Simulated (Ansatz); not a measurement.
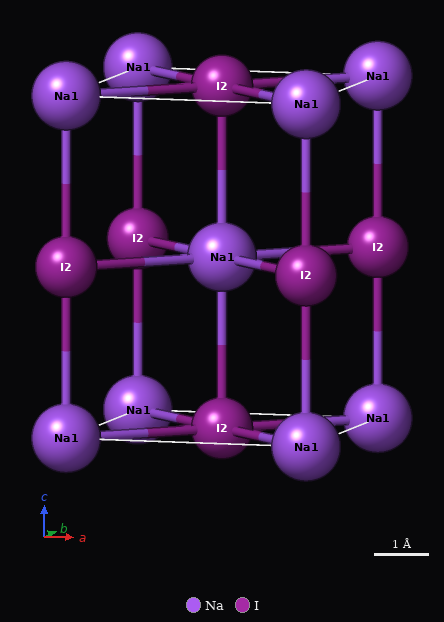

Figure 1. The structure as given in the input (ball-and-stick view of the cell 2 times as large as that of the calculation, set on its symmetry axes, seen slightly off an axis; atoms are numbered from 1 in the order of the input).

# Two runs on NaI

System: NaI (I4/mmm, 2 atoms in the cell).
Method of the first run: DFT, PBE, plane waves, PAW, no spin polarisation (Ansatz 0.2.0).

The structure was built on a prototype by a generator. The geometry comes from this level: r2SCAN (a point of a series of strains). Text and figures count atoms from 1; the logs count them from 0 in places.

### The input, the first run
```yaml
crystal:
  lattice:
    - [0.0, 3.2875325879, 3.2017386423]
    - [3.2875325879, 0.0, 3.2017386423]
    - [3.2875325879, 3.2875325879, 0.0]
  atoms:
    - { symbol: Na, position: [0.0, 0.0, 0.0] }
    - { symbol: I, position: [0.5, 0.5, 0.5] }
kpoints:
  mp_grid: { grid: [8, 8, 8] }
  band_path:
    path:
      - [0.0, 0.0, 0.0]
      - [0.5, 0.0, 0.5]
      - [0.625, 0.25, 0.625]
      - [0.375, 0.375, 0.75]
      - [0.5, 0.5, 0.5]
      - [0.5, 0.25, 0.75]
    npoints: 1
hamiltonian:
  xc: pbe
scf:
  occupations: { method: fermi_dirac, width: 0.02 }
  n_extra_bands: 4
output:
  forces: true
  stress: true
  eigenvalues: true
```

Command:
```bash
ansatz run input.yaml --threads 4 --pin off --max-ram 3686MiB --backend cpu --events-out ev --progress --plain --runs-dir out
```

Hardware: 4 threads of an x86-64 CPU, shared host.

### Output, shortened to warnings, some set-up lines, iterations and results (the first run)
```
Basis set: ecut = 420 eV, 1371 PW (Γ), exchange–correlation on 64×64×64 points (8 copies of the dense FFT grid, shifted against one another)
Symmetry: 16 space group operations
k-points: 59 of 512
Initial density: superposition of atomic densities (neutral atoms: chi_scale 0, normalization atom), corrected by the library's trained network
[...]
SCF iter   1: F=—  HF=-9001.882663 eV  |F-HF|=—  |Δ(HF+E_count)|=         —  Δρ=5.20e-4  dr2=4.01e-4  ethr=1.77e-3  ⟨swp⟩=6.3  Hψ=5472  notcnv=0
SCF iter   2: F=—  HF=-9001.882866 eV  |F-HF|=—  |Δ(HF+E_count)|=   2.03e-4  Δρ=7.73e-4  dr2=9.91e-4  ethr=1.54e-6  ⟨swp⟩=3.2  Hψ=2756  notcnv=0
SCF iter   3: F=—  HF=-9001.882630 eV  |F-HF|=—  |Δ(HF+E_count)|=   2.36e-4  Δρ=4.68e-4  dr2=3.62e-4  ethr=1.54e-6  ⟨swp⟩=2.0  Hψ=1218  notcnv=0
SCF iter   4: F=—  HF=-9001.882545 eV  |F-HF|=—  |Δ(HF+E_count)|=   8.42e-5  Δρ=2.61e-4  dr2=1.11e-4  ethr=1.39e-6  ⟨swp⟩=1.2  Hψ=1043  notcnv=0
SCF iter   5: F=—  HF=-9001.882536 eV  |F-HF|=—  |Δ(HF+E_count)|=   9.57e-6  Δρ=9.05e-5  dr2=1.19e-5  ethr=4.26e-7  ⟨swp⟩=2.0  Hψ=1711  notcnv=0
SCF iter   6: F=—  HF=-9001.882580 eV  |F-HF|=—  |Δ(HF+E_count)|=   4.44e-5  Δρ=1.73e-4  dr2=4.93e-5  ethr=4.58e-8  ⟨swp⟩=3.0  Hψ=1703  notcnv=0
SCF iter   7: F=—  HF=-9001.882570 eV  |F-HF|=—  |Δ(HF+E_count)|=   9.73e-6  Δρ=1.21e-4  dr2=2.47e-5  ethr=4.58e-8  ⟨swp⟩=2.0  Hψ=1202  notcnv=0
SCF iter   8: F=—  HF=-9001.882563 eV  |F-HF|=—  |Δ(HF+E_count)|=   7.71e-6  Δρ=4.59e-5  dr2=3.47e-6  ethr=4.58e-8  ⟨swp⟩=2.0  Hψ=1239  notcnv=0
SCF iter   9: F=—  HF=-9001.882562 eV  |F-HF|=—  |Δ(HF+E_count)|=   1.01e-6  Δρ=2.22e-5  dr2=8.21e-7  ethr=1.33e-8  ⟨swp⟩=2.0  Hψ=1111  notcnv=0
SCF iter  10: F=-9001.882561 eV  HF=-9001.882561 eV  |F-HF|=2.55e-11  |Δ(HF+E_count)|=   2.78e-7  Δρ=7.54e-7  dr2=1.58e-10  ethr=3.85e-10  ⟨swp⟩=3.2  Hψ=4096  notcnv=0
SCF 1 converged in 10 iterations: F = -9001.882561 eV  dr2 = 1.58e-10
NSCF: frozen V_eff on 6 k-points
SCF converged after 10 iterations
Free energy (F): -9001.882561 eV
Harris-Foulkes:  -9001.882561 eV  (|F-HF|=2.55e-11)
Internal energy: -9001.882561 eV  (E = F + TS)
E sigma→0 (E₀):  -9001.882561 eV
Fermi energy:    4.661420 eV
--- Per-component energies (eV) ---
  E_band       = -618.970742
  E_kinetic    = 309.644712
  E_local      = -3377.334479  (includes V_loc(G=0)·N_el)
  E_nonlocal   = 24.931970
  E_hartree    = 1530.389033
  E_xc         = -167.219235
  E_vxc        = -178.925948  (∫ρ·V_xc dr)
  E_paw        = -5080.339293  (= ΣΔE_a)
  E_vpaw       = -458.064978  (= ΣTr[D̂ρ^β])
  E_aug_tail   = -0.000039  (compensation charges beyond the density's cutoff)
  E_ewald      = -2241.955229
  E_smearing   = -0.000000  (= −TS)
  E_closure    = -0.000000  (closes the sum)
  Σ components = -9001.882561   (vs F -9001.882561, Δ=0.00e0)
--- Forces (eV/Å), atoms counted from 1 ---
  atom   1  Na     0.00000000     0.00000000     0.00000000
  atom   2  I      0.00000000     0.00000000     0.00000000
  max |Σ_I F_I| component: 5.05e-29 eV/Å
--- Stress (GPa, compression-positive) ---
       -0.096859       0.000000       0.000000
        0.000000      -0.096859       0.000000
        0.000000       0.000000       0.524374
  P = ⅓ Tr σ = 0.1102 GPa (1.102 kbar)
```

For the second run the input was changed thus:
```diff
-    - [0.0, 3.2875325879, 3.2017386423]
-    - [3.2875325879, 0.0, 3.2017386423]
-    - [3.2875325879, 3.2875325879, 0.0]
+    - [0.0729916853, 3.2297205894, 3.2297205894]
+    - [3.2297205894, 0.0729916853, 3.2297205894]
+    - [3.3027122747, 3.3027122747, 0.0]
```

How does the second run compare with the first run?

With the same functional and potentials, the second run lies 2.2 meV per atom higher. The gap on the mesh goes from 3.58 to 3.55 eV. The pressure goes from 0.11 to 0.53 GPa. The volume per atom goes from 34.60 to 33.67 Å³. The number of SCF iterations is the same. The irreducible k-points go from 59 to 95. The plane waves at Γ go from 1371 to 1319.

### Output, shortened to warnings, some set-up lines, iterations and results (the second run)
```
Basis set: ecut = 420 eV, 1319 PW (Γ), exchange–correlation on 64×64×64 points (8 copies of the dense FFT grid, shifted against one another)
Symmetry: 8 space group operations
k-points: 95 of 512
Initial density: superposition of atomic densities (neutral atoms: chi_scale 0, normalization atom), corrected by the library's trained network
[...]
SCF iter   1: F=—  HF=-9001.878304 eV  |F-HF|=—  |Δ(HF+E_count)|=         —  Δρ=5.32e-4  dr2=4.12e-4  ethr=1.77e-3  ⟨swp⟩=6.2  Hψ=8816  notcnv=0
SCF iter   2: F=—  HF=-9001.878553 eV  |F-HF|=—  |Δ(HF+E_count)|=   2.49e-4  Δρ=7.90e-4  dr2=1.01e-3  ethr=1.59e-6  ⟨swp⟩=3.1  Hψ=4387  notcnv=0
SCF iter   3: F=—  HF=-9001.878317 eV  |F-HF|=—  |Δ(HF+E_count)|=   2.37e-4  Δρ=4.80e-4  dr2=3.72e-4  ethr=1.59e-6  ⟨swp⟩=2.0  Hψ=1962  notcnv=0
SCF iter   4: F=—  HF=-9001.878232 eV  |F-HF|=—  |Δ(HF+E_count)|=   8.43e-5  Δρ=2.73e-4  dr2=1.19e-4  ethr=1.43e-6  ⟨swp⟩=1.0  Hψ=1615  notcnv=0
SCF iter   5: F=—  HF=-9001.878223 eV  |F-HF|=—  |Δ(HF+E_count)|=   9.07e-6  Δρ=1.01e-4  dr2=1.40e-5  ethr=4.57e-7  ⟨swp⟩=2.0  Hψ=2712  notcnv=0
SCF iter   6: F=—  HF=-9001.878274 eV  |F-HF|=—  |Δ(HF+E_count)|=   5.07e-5  Δρ=2.08e-4  dr2=7.04e-5  ethr=5.38e-8  ⟨swp⟩=3.0  Hψ=2818  notcnv=0
SCF iter   7: F=—  HF=-9001.878259 eV  |F-HF|=—  |Δ(HF+E_count)|=   1.52e-5  Δρ=1.38e-4  dr2=3.13e-5  ethr=5.38e-8  ⟨swp⟩=2.0  Hψ=1991  notcnv=0
SCF iter   8: F=—  HF=-9001.878248 eV  |F-HF|=—  |Δ(HF+E_count)|=   1.02e-5  Δρ=4.40e-5  dr2=3.12e-6  ethr=5.38e-8  ⟨swp⟩=2.0  Hψ=1995  notcnv=0
SCF iter   9: F=—  HF=-9001.878248 eV  |F-HF|=—  |Δ(HF+E_count)|=   9.33e-7  Δρ=2.05e-5  dr2=6.91e-7  ethr=1.20e-8  ⟨swp⟩=2.0  Hψ=1785  notcnv=0
SCF iter  10: F=-9001.878247 eV  HF=-9001.878247 eV  |F-HF|=4.18e-11  |Δ(HF+E_count)|=   2.32e-7  Δρ=7.44e-7  dr2=1.34e-10  ethr=3.85e-10  ⟨swp⟩=3.7  Hψ=7051  notcnv=0
SCF 1 converged in 10 iterations: F = -9001.878247 eV  dr2 = 1.34e-10
NSCF: frozen V_eff on 6 k-points
SCF converged after 10 iterations
Free energy (F): -9001.878247 eV
Harris-Foulkes:  -9001.878247 eV  (|F-HF|=4.18e-11)
Internal energy: -9001.878247 eV  (E = F + TS)
E sigma→0 (E₀):  -9001.878247 eV
Fermi energy:    4.979682 eV
--- Per-component energies (eV) ---
  E_band       = -612.890826
  E_kinetic    = 309.872880
  E_local      = -3341.374724  (includes V_loc(G=0)·N_el)
  E_nonlocal   = 24.979082
  E_hartree    = 1515.394031
  E_xc         = -167.335263
  E_vxc        = -179.085088  (∫ρ·V_xc dr)
  E_paw        = -5080.349651  (= ΣΔE_a)
  E_vpaw       = -458.070768  (= ΣTr[D̂ρ^β])
  E_aug_tail   = -0.000040  (compensation charges beyond the density's cutoff)
  E_ewald      = -2263.064562
  E_smearing   = -0.000000  (= −TS)
  E_closure    = -0.000000  (closes the sum)
  Σ components = -9001.878247   (vs F -9001.878247, Δ=0.00e0)
--- Forces (eV/Å), atoms counted from 1 ---
  atom   1  Na     0.00000000     0.00000000    -0.00000000
  atom   2  I      0.00000000     0.00000000    -0.00000000
  max |Σ_I F_I| component: 2.21e-29 eV/Å
--- Stress (GPa, compression-positive) ---
        0.542785      -0.329323       0.000000
       -0.329323       0.542785      -0.000000
        0.000000      -0.000000       0.512364
  P = ⅓ Tr σ = 0.5326 GPa (5.326 kbar)
```

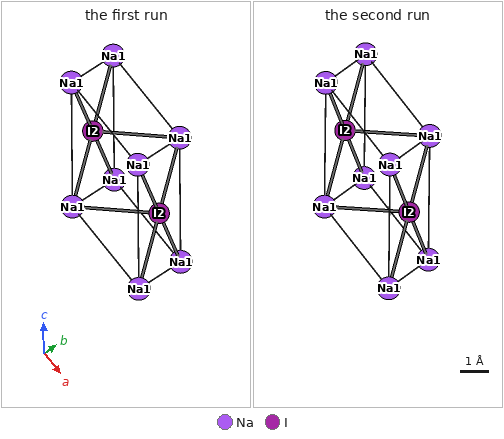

Figure 2. The two input geometries at one scale (ball-and-stick view of the reduced cell, seen slightly off an axis). No atom moves by more than 0.005 Å relative to the cell. Cell: a = b = c 4.589 → 4.568 Å (−0.5 %), α 91.5° → 90.0°, β 119.1° → 118.5°, γ 119.1° → 121.5°. Volume −2.7 %. Among the contacts that change: Na1–I2 3.288 → 3.231 Å.

### The two runs side by side

| quantity | the first run | the second run |
| --- | --- | --- |
| outcome | converged | converged |
| free energy per atom (eV) | −4500.9413 | −4500.9391 |
| gap on the mesh (eV) | 3.58 | 3.55 |
| pressure (GPa) | 0.11 | 0.53 |
| volume per atom (Å³) | 34.60 | 33.67 |
| largest force (eV/Å) | 0.000 | 0.000 |
| SCF iterations | 10 | 10 |
| irreducible k-points | 59 | 95 |
| plane waves at Γ | 1371 | 1319 |
| wall time (shared host) | 3 s | 4.6 s |

For the second run: Spin-orbit coupling is left out, which matters for I.
